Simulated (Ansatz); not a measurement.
## Run report: Ba4Ti5O12, single-point calculation (part 1 of 2)

- system: Ba4Ti5O12 (slab, 21 atoms in the cell)
- method: DFT PBEsol, scalar-relativistic, plane waves, PAW, no spin polarisation (Ansatz 0.2.0)

The structure derives from an entry of the Crystallography Open Database. It belongs to a series of runs on one base structure; here: ramp position: 0.73. Figures and captions count atoms from 1; the log counts them from 0 in places.

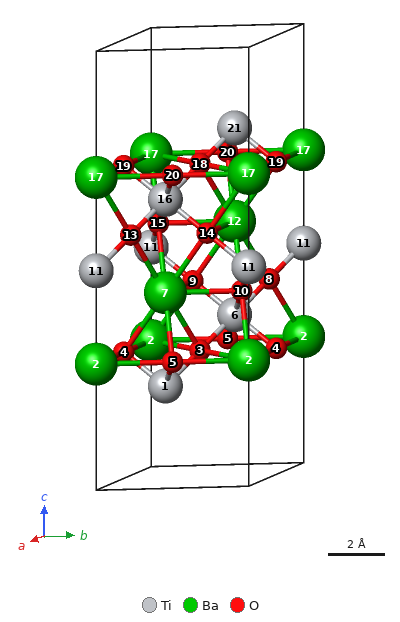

Fig. 1: The structure (ball-and-stick view of the cell of the calculation, with the vacuum cut short, seen slightly off an axis; atoms are numbered from 1 in the order of the input). An atom can appear more than once, as a periodic image.

**Key numbers**

- outcome: converged
- electrons treated: 172
- free energy: −42575.0184 eV
- work function, top face: −3.53 eV
- work function, bottom face: 7.65 eV
- Fermi energy: 2.487 eV
- gap on the k-point mesh: none (metallic)
- work function (upper face): −3.53 eV
- largest force (length of the vector): 6.733 eV/Å
- hardware: 2 threads of Arm Neoverse V1, 24 GiB of memory available, shared host
- wall time: 4 min (CPU time 7.8 min)
- peak memory: 1.2 GiB

Notes on the run: the density in the vacuum is higher than it should be, so vacuum levels may be off.

**The input**
```yaml
crystal:
  lattice:
    - [5.6142431383, 0.0, 0.0]
    - [-2.8071215691, 4.8620771808, 0.0]
    - [0.0, 0.0, 24.1680206538]
  atoms:
    - { symbol: Ti, position: [0.6666666667, 0.3333333333, 0.3103274409] }
    - { symbol: Ba, position: [0.0, 0.0, 0.3577455806] }
    - { symbol: O, position: [0.5, 0.5, 0.3577455806] }
    - { symbol: O, position: [0.5, 0.0, 0.3577455806] }
    - { symbol: O, position: [0.0, 0.5, 0.3577455806] }
    - { symbol: Ti, position: [0.3333333333, 0.6666666667, 0.4051637204] }
    - { symbol: Ba, position: [0.6666666667, 0.3333333333, 0.4525818602] }
    - { symbol: O, position: [0.1666666667, 0.8333333333, 0.4525818602] }
    - { symbol: O, position: [0.1666666667, 0.3333333333, 0.4525818602] }
    - { symbol: O, position: [0.6666666667, 0.8333333333, 0.4525818602] }
    - { symbol: Ti, position: [0.0, 0.0, 0.5] }
    - { symbol: Ba, position: [0.3333333333, 0.6666666667, 0.5474181398] }
    - { symbol: O, position: [0.8333333333, 0.1666666667, 0.5474181398] }
    - { symbol: O, position: [0.8333333333, 0.6666666667, 0.5474181398] }
    - { symbol: O, position: [0.3333333333, 0.1666666667, 0.5474181398] }
    - { symbol: Ti, position: [0.6666666667, 0.3333333333, 0.5948362796] }
    - { symbol: Ba, position: [0.0, 0.0, 0.6422544194] }
    - { symbol: O, position: [0.5, 0.5, 0.6422544194] }
    - { symbol: O, position: [0.5, 0.0, 0.6422544194] }
    - { symbol: O, position: [0.0, 0.5, 0.6422544194] }
    - { symbol: Ti, position: [0.3333333333, 0.6666666667, 0.6896725591] }
basis:
  ecutwfc: 420
kpoints:
  mp_grid: { grid: [6, 6, 1] }
hamiltonian:
  xc: pbesol
scf:
  occupations: { method: gaussian, width: 0.05 }
  max_iter: 62
output:
  forces: true
  stress: true
  eigenvalues: true
efield:
  axis: 3
  dipole_correction: true
  ramp_width: 0.04
  ramp_position: 0.73
```

Run as:
```bash
ansatz run input.yaml --threads 2 --pin off --max-ram 5120MiB --backend cpu --events-out ev --progress --plain --runs-dir out
```

**The program's output**
```
Engine: ansatz 0.2.0, aarch64-unknown-linux-gnu
Pseudopotentials: kind: paw
Pseudopotential: Ti, paw, valence charge 12, recommended cutoff 420 eV (normal), Ti.paw.azcp
Pseudopotential: Ba, paw, valence charge 10, recommended cutoff 420 eV (normal), Ba.paw.azcp
Pseudopotential: O, paw, valence charge 6, recommended cutoff 420 eV (normal), O.paw.azcp
Functional definition: PBEsol
  exchange = pbesol_x
  correlation = pbesol_c
Crystal: 21 atoms, lattice volume = 659.712 Å³
Basis set: ecut = 420 eV, 12957 PW (Γ), exchange–correlation on 80×80×324 points (8 copies of the dense FFT grid, shifted against one another)
Bands: 107, of which v1, the nominal top of the filled ones, is band 86 counted from 1 (85 counted from 0)
Symmetry: 6 space group operations
k-points: 7 of 36 (time reversal used)
Non-local potential: Ti, projectors of the file, l = 0: 3, l = 1: 2, l = 2: 3, l = 3: 1
Non-local potential: Ba, projectors of the file, l = 0: 3, l = 1: 2, l = 2: 2, l = 3: 2
Non-local potential: O, projectors of the file, l = 0: 2, l = 1: 2, l = 2: 1
PAW form: soft (Blöchl's): semilocal exchange-correlation on the pseudo side does not see the compensation charge
PAW frozen core: Ti, regenerated for the run's functional, and the local potential with it (the file was generated under x = pbe(κ = 0.804, μ = 0.2195149727645171), c = pbe(β = 0.06672455060314922))
PAW frozen core: Ba, regenerated for the run's functional, and the local potential with it (the file was generated under x = pbe(κ = 0.804, μ = 0.2195149727645171), c = pbe(β = 0.06672455060314922))
PAW frozen core: O, regenerated for the run's functional, and the local potential with it (the file was generated under x = pbe(κ = 0.804, μ = 0.2195149727645171), c = pbe(β = 0.06672455060314922))
PAW one-centre angular grid: Ti, 590 points (default); XC on 64 Gauss nodes
PAW one-centre angular grid: Ba, 194 points (default); XC on 64 Gauss nodes
PAW one-centre angular grid: O, 110 points (default); XC on 64 Gauss nodes
Initial density: superposition of atomic densities (neutral atoms: chi_scale 0, normalization atom), corrected by the library's trained network
Initial wavefunctions: pseudopotential atomic-orbital guess
Functional: x = pbesol(κ = 0.804, μ = 0.12345679012345678), c = pbesol(β = 0.046)
SCF iter   1: F=—  HF=-42807.449123 eV  |F-HF|=—  |Δ(HF+E_count)|=         —  Δρ=3.15e-1  dr2=9.59e3  ethr=1.77e-3  p=8.129 e·Å  D=2.23e0 V/Å  ΔV_dip=-53.89 eV  dr2_dipole=5.03e3  V_vac-E_F(+/−)=-12.02/42.78 eV  ⟨swp⟩=32.1  Hψ=10504  notcnv=0  defer=32
efield: sawtooth ramp at fractional position 0.7300 (set: `efield.ramp_position`, or a place that a band, a saddle search or an elastic batch's reference lends), width 0.0400; the density the first Hamiltonian is built on has a dipole p = 8.129 e·Å; the dipole correction subtracts the counter field D = 2.23e0 V/Å, which shifts the + side's vacuum level by -53.89 eV against the − side's; the planar-averaged density in the ramp window peaks in size at 4.6e-1 e/Å³
preconditioner: auto → LDOS  [insulator: Δε(μ)=0.159 eV  Ē_g=11.050 eV  σ=0.050 eV  W_gap=0.97  n_scr=94 (ndim 8)  ℏωp=16.4 eV  f_vac=0.524  D(μ)=0.68/eV (n_scr^D=2)  ε∞_Penn≈3.2  β→1.0]
SCF iter   2: F=—  HF=-54088.314245 eV  |F-HF|=—  |Δ(HF+E_count)|=    1.13e4  Δρ=1.04e0  dr2=1.69e5  ethr=1.77e-3  p=-13.310 e·Å  D=-3.65e0 V/Å  ΔV_dip=88.23 eV  dr2_dipole=1.62e5  V_vac-E_F(+/−)=93.15/3.88 eV  ⟨swp⟩=44.6  Hψ=27308  notcnv=2  defer=142  recentre
SCF iter   3: F=—  HF=-42815.976351 eV  |F-HF|=—  |Δ(HF+E_count)|=    1.13e4  Δρ=3.19e-1  dr2=5.54e3  ethr=1.77e-3  p=2.745 e·Å  D=7.53e-1 V/Å  ΔV_dip=-18.20 eV  dr2_dipole=1.19e3  V_vac-E_F(+/−)=12.31/32.16 eV  ⟨swp⟩=32.9  Hψ=22014  notcnv=0  defer=107
SCF iter   4: F=—  HF=-42671.415048 eV  |F-HF|=—  |Δ(HF+E_count)|=    1.45e2  Δρ=1.40e-1  dr2=3.72e2  ethr=1.77e-3  p=7.139 e·Å  D=1.96e0 V/Å  ΔV_dip=-47.32 eV  dr2_dipole=1.21e0  V_vac-E_F(+/−)=6.42/56.02 eV  ⟨swp⟩=22.1  Hψ=9604  notcnv=0  defer=121
SCF iter   5: F=—  HF=-42630.285171 eV  |F-HF|=—  |Δ(HF+E_count)|=    4.11e1  Δρ=9.32e-2  dr2=2.24e2  ethr=1.77e-3  p=7.134 e·Å  D=1.96e0 V/Å  ΔV_dip=-47.29 eV  dr2_dipole=1.13e1  V_vac-E_F(+/−)=2.44/51.56 eV  ⟨swp⟩=20.1  Hψ=5084  notcnv=0  defer=105
SCF iter   6: F=—  HF=-42604.469705 eV  |F-HF|=—  |Δ(HF+E_count)|=    2.58e1  Δρ=7.01e-2  dr2=1.51e2  ethr=1.77e-3  p=5.756 e·Å  D=1.58e0 V/Å  ΔV_dip=-38.16 eV  dr2_dipole=9.38e0  V_vac-E_F(+/−)=-0.20/39.62 eV  ⟨swp⟩=7.9  Hψ=2093  notcnv=0  defer=99
SCF iter   7: F=—  HF=-42594.190231 eV  |F-HF|=—  |Δ(HF+E_count)|=    1.03e1  Δρ=1.52e-1  dr2=5.33e2  ethr=1.77e-3  p=3.174 e·Å  D=8.71e-1 V/Å  ΔV_dip=-21.04 eV  dr2_dipole=1.66e2  V_vac-E_F(+/−)=-2.71/19.43 eV  ⟨swp⟩=23.0  Hψ=9024  notcnv=0  defer=100  recentre
SCF iter   8: F=—  HF=-42583.995138 eV  |F-HF|=—  |Δ(HF+E_count)|=    1.02e1  Δρ=4.79e-2  dr2=9.76e1  ethr=1.77e-3  p=4.293 e·Å  D=1.18e0 V/Å  ΔV_dip=-28.46 eV  dr2_dipole=1.55e1  V_vac-E_F(+/−)=-2.57/27.28 eV  ⟨swp⟩=15.3  Hψ=3480  notcnv=0  defer=120
SCF iter   9: F=—  HF=-42580.179432 eV  |F-HF|=—  |Δ(HF+E_count)|=    3.82e0  Δρ=3.18e-2  dr2=2.75e1  ethr=1.77e-3  p=3.381 e·Å  D=9.27e-1 V/Å  ΔV_dip=-22.41 eV  dr2_dipole=8.76e0  V_vac-E_F(+/−)=-3.38/20.38 eV  ⟨swp⟩=13.3  Hψ=2598  notcnv=0  defer=101
SCF iter  10: F=—  HF=-42577.822843 eV  |F-HF|=—  |Δ(HF+E_count)|=    2.36e0  Δρ=5.14e-2  dr2=8.87e1  ethr=1.77e-3  p=1.977 e·Å  D=5.42e-1 V/Å  ΔV_dip=-13.11 eV  dr2_dipole=4.56e1  V_vac-E_F(+/−)=-3.40/10.84 eV  ⟨swp⟩=14.7  Hψ=3348  notcnv=1  defer=87  recentre
SCF iter  11: F=—  HF=-42580.844750 eV  |F-HF|=—  |Δ(HF+E_count)|=    3.02e0  Δρ=5.31e-2  dr2=1.15e2  ethr=1.77e-3  p=2.475 e·Å  D=6.79e-1 V/Å  ΔV_dip=-16.41 eV  dr2_dipole=4.20e1  V_vac-E_F(+/−)=-1.64/16.06 eV  ⟨swp⟩=14.1  Hψ=3836  notcnv=0  defer=108
SCF iter  12: F=—  HF=-42578.187282 eV  |F-HF|=—  |Δ(HF+E_count)|=    2.66e0  Δρ=3.34e-2  dr2=8.77e1  ethr=1.77e-3  p=1.768 e·Å  D=4.85e-1 V/Å  ΔV_dip=-11.72 eV  dr2_dipole=4.86e1  V_vac-E_F(+/−)=-2.48/10.44 eV  ⟨swp⟩=8.4  Hψ=1771  notcnv=0  defer=101
SCF iter  13: F=—  HF=-42576.963784 eV  |F-HF|=—  |Δ(HF+E_count)|=    1.22e0  Δρ=3.66e-2  dr2=6.10e1  ethr=1.77e-3  p=2.046 e·Å  D=5.61e-1 V/Å  ΔV_dip=-13.57 eV  dr2_dipole=2.13e1  V_vac-E_F(+/−)=-3.14/11.66 eV  ⟨swp⟩=8.7  Hψ=1812  notcnv=0  defer=101
SCF iter  14: F=—  HF=-42575.486753 eV  |F-HF|=—  |Δ(HF+E_count)|=    1.48e0  Δρ=2.22e-2  dr2=1.25e1  ethr=1.77e-3  p=1.568 e·Å  D=4.30e-1 V/Å  ΔV_dip=-10.40 eV  dr2_dipole=4.73e0  V_vac-E_F(+/−)=-3.72/7.86 eV  ⟨swp⟩=8.9  Hψ=1534  notcnv=0  defer=90
SCF iter  15: F=—  HF=-42575.199784 eV  |F-HF|=—  |Δ(HF+E_count)|=   2.87e-1  Δρ=1.57e-2  dr2=1.12e1  ethr=1.77e-3  p=1.757 e·Å  D=4.82e-1 V/Å  ΔV_dip=-11.65 eV  dr2_dipole=5.62e0  V_vac-E_F(+/−)=-3.82/9.03 eV  ⟨swp⟩=9.0  Hψ=1638  notcnv=0  defer=77
SCF iter  16: F=—  HF=-42575.099039 eV  |F-HF|=—  |Δ(HF+E_count)|=   1.01e-1  Δρ=1.06e-2  dr2=3.66e0  ethr=1.77e-3  p=1.779 e·Å  D=4.88e-1 V/Å  ΔV_dip=-11.79 eV  dr2_dipole=2.52e0  V_vac-E_F(+/−)=-3.54/9.49 eV  ⟨swp⟩=6.4  Hψ=1034  notcnv=0  defer=73
SCF iter  17: F=—  HF=-42575.204122 eV  |F-HF|=—  |Δ(HF+E_count)|=   1.05e-1  Δρ=1.97e-2  dr2=1.64e1  ethr=1.77e-3  p=1.689 e·Å  D=4.63e-1 V/Å  ΔV_dip=-11.20 eV  dr2_dipole=5.61e0  V_vac-E_F(+/−)=-3.42/8.99 eV  ⟨swp⟩=6.1  Hψ=1080  notcnv=0  defer=71  recentre
SCF iter  18: F=—  HF=-42575.089871 eV  |F-HF|=—  |Δ(HF+E_count)|=   1.14e-1  Δρ=1.33e-2  dr2=5.72e0  ethr=1.77e-3  p=1.615 e·Å  D=4.43e-1 V/Å  ΔV_dip=-10.71 eV  dr2_dipole=2.75e0  V_vac-E_F(+/−)=-3.52/8.39 eV  ⟨swp⟩=6.3  Hψ=1138  notcnv=0  defer=67
SCF iter  19: F=—  HF=-42575.018737 eV  |F-HF|=—  |Δ(HF+E_count)|=   7.11e-2  Δρ=1.94e-3  dr2=2.03e-1  ethr=1.77e-3  p=1.576 e·Å  D=4.32e-1 V/Å  ΔV_dip=-10.45 eV  dr2_dipole=6.23e-2  V_vac-E_F(+/−)=-3.58/8.09 eV  ⟨swp⟩=2.9  Hψ=835  notcnv=0  defer=64
SCF iter  20: F=—  HF=-42575.022982 eV  |F-HF|=—  |Δ(HF+E_count)|=   4.25e-3  Δρ=3.01e-3  dr2=7.54e-1  ethr=1.18e-4  p=1.545 e·Å  D=4.24e-1 V/Å  ΔV_dip=-10.24 eV  dr2_dipole=4.39e-1  V_vac-E_F(+/−)=-3.63/7.85 eV  ⟨swp⟩=6.3  Hψ=1167  notcnv=0  defer=65
SCF iter  21: F=—  HF=-42575.019529 eV  |F-HF|=—  |Δ(HF+E_count)|=   3.45e-3  Δρ=1.92e-3  dr2=2.59e-1  ethr=1.18e-4  p=1.535 e·Å  D=4.21e-1 V/Å  ΔV_dip=-10.18 eV  dr2_dipole=1.72e-1  V_vac-E_F(+/−)=-3.58/7.86 eV  ⟨swp⟩=2.9  Hψ=802  notcnv=0  defer=65
SCF iter  22: F=—  HF=-42575.017657 eV  |F-HF|=—  |Δ(HF+E_count)|=   1.87e-3  Δρ=3.23e-4  dr2=1.96e-3  ethr=1.18e-4  p=1.510 e·Å  D=4.14e-1 V/Å  ΔV_dip=-10.01 eV  dr2_dipole=1.50e-5  V_vac-E_F(+/−)=-3.56/7.73 eV  ⟨swp⟩=2.3  Hψ=695  notcnv=0  defer=65
SCF iter  23: F=—  HF=-42575.017883 eV  |F-HF|=—  |Δ(HF+E_count)|=   2.26e-4  Δρ=2.81e-4  dr2=1.53e-3  ethr=1.14e-6  p=1.502 e·Å  D=4.12e-1 V/Å  ΔV_dip=-9.96 eV  dr2_dipole=2.50e-5  V_vac-E_F(+/−)=-3.54/7.70 eV  ⟨swp⟩=4.3  Hψ=1370  notcnv=0  defer=64
SCF iter  24: F=—  HF=-42575.017915 eV  |F-HF|=—  |Δ(HF+E_count)|=   3.27e-5  Δρ=1.64e-4  dr2=5.15e-4  ethr=8.92e-7  p=1.499 e·Å  D=4.11e-1 V/Å  ΔV_dip=-9.93 eV  dr2_dipole=2.33e-4  V_vac-E_F(+/−)=-3.54/7.68 eV  ⟨swp⟩=2.9  Hψ=777  notcnv=0  defer=64
SCF iter  25: F=—  HF=-42575.017948 eV  |F-HF|=—  |Δ(HF+E_count)|=   3.24e-5  Δρ=1.03e-4  dr2=1.67e-4  ethr=3.00e-7  p=1.494 e·Å  D=4.10e-1 V/Å  ΔV_dip=-9.90 eV  dr2_dipole=1.39e-5  V_vac-E_F(+/−)=-3.54/7.66 eV  ⟨swp⟩=2.9  Hψ=824  notcnv=0  defer=64
SCF iter  26: F=—  HF=-42575.017980 eV  |F-HF|=—  |Δ(HF+E_count)|=   3.20e-5  Δρ=6.84e-5  dr2=1.18e-4  ethr=9.71e-8  p=1.493 e·Å  D=4.09e-1 V/Å  ΔV_dip=-9.89 eV  dr2_dipole=5.30e-5  V_vac-E_F(+/−)=-3.53/7.66 eV  ⟨swp⟩=2.6  Hψ=1086  notcnv=0  defer=64
SCF iter  27: F=—  HF=-42575.017982 eV  |F-HF|=—  |Δ(HF+E_count)|=   1.94e-6  Δρ=3.33e-5  dr2=2.22e-5  ethr=6.84e-8  p=1.491 e·Å  D=4.09e-1 V/Å  ΔV_dip=-9.88 eV  dr2_dipole=2.55e-6  V_vac-E_F(+/−)=-3.53/7.65 eV  ⟨swp⟩=2.1  Hψ=720  notcnv=0  defer=64
SCF iter  28: F=—  HF=-42575.018382 eV  |F-HF|=—  |Δ(HF+E_count)|=   4.01e-4  Δρ=1.74e-5  dr2=6.45e-6  ethr=1.29e-8  p=1.491 e·Å  D=4.09e-1 V/Å  ΔV_dip=-9.88 eV  dr2_dipole=5.39e-7  V_vac-E_F(+/−)=-3.53/7.65 eV  ⟨swp⟩=2.6  Hψ=1137  notcnv=0  defer=64
SCF iter  29: F=—  HF=-42575.018384 eV  |F-HF|=—  |Δ(HF+E_count)|=   1.22e-6  Δρ=1.38e-5  dr2=3.61e-6  ethr=3.75e-9  p=1.491 e·Å  D=4.09e-1 V/Å  ΔV_dip=-9.88 eV  dr2_dipole=3.20e-7  V_vac-E_F(+/−)=-3.53/7.65 eV  ⟨swp⟩=2.7  Hψ=1014  notcnv=0  defer=64
SCF iter  30: F=—  HF=-42575.018384 eV  |F-HF|=—  |Δ(HF+E_count)|=   5.88e-9  Δρ=5.94e-6  dr2=5.39e-7  ethr=2.10e-9  p=1.491 e·Å  D=4.09e-1 V/Å  ΔV_dip=-9.88 eV  dr2_dipole=4.83e-8  V_vac-E_F(+/−)=-3.53/7.65 eV  ⟨swp⟩=1.9  Hψ=724  notcnv=0  defer=64
SCF iter  31: F=—  HF=-42575.018384 eV  |F-HF|=—  |Δ(HF+E_count)|=   5.10e-8  Δρ=3.88e-6  dr2=2.46e-7  ethr=3.14e-10  p=1.491 e·Å  D=4.09e-1 V/Å  ΔV_dip=-9.88 eV  dr2_dipole=2.85e-7  V_vac-E_F(+/−)=-3.53/7.65 eV  ⟨swp⟩=3.3  Hψ=1118  notcnv=0  defer=64
SCF iter  32: F=—  HF=-42575.018384 eV  |F-HF|=—  |Δ(HF+E_count)|=   3.94e-8  Δρ=3.51e-6  dr2=1.34e-7  ethr=1.43e-10  p=1.491 e·Å  D=4.09e-1 V/Å  ΔV_dip=-9.88 eV  dr2_dipole=8.42e-8  V_vac-E_F(+/−)=-3.53/7.65 eV  ⟨swp⟩=2.4  Hψ=1091  notcnv=0  defer=64
SCF iter  33: F=-42575.018384 eV  HF=-42575.018384 eV  |F-HF|=5.47e-8  |Δ(HF+E_count)|=   3.40e-8  Δρ=2.26e-6  dr2=6.08e-8  ethr=5.81e-11  p=1.491 e·Å  D=4.09e-1 V/Å  ΔV_dip=-9.88 eV  dr2_dipole=4.05e-9  V_vac-E_F(+/−)=-3.53/7.65 eV  ⟨swp⟩=30.1  Hψ=6796  notcnv=0
WARN: efield: at this solve's end the planar-averaged density reaches 4.67e-1 e/Å³ inside the ramp window [0.6886, 0.8114] (bound 1e-5 e/Å³); the window's nearer edge stands 0.00 Å from this solve's nearest atom along the axis. Its work functions, free energy, forces, stress, dipole, levels and responses can be off, and this figure does not tell by how much. The cell may have no vacuum along `efield.axis`. A short vacuum, a low `basis.ecutwfc` or `basis.ecutrho_ratio` and negative occupations (`scf.occupations.method`) can put density there. See the manual's quickstart, § The vacuum guard
SCF 1 converged in 33 iterations: F = -42575.018384 eV  dr2 = 6.08e-8
  greatest PAW one-centre occupation: 0.999 electrons in one spin orbital (limit 2), on the Ti atom at site 10 (counted from 0), in its partial waves of l = 0
```
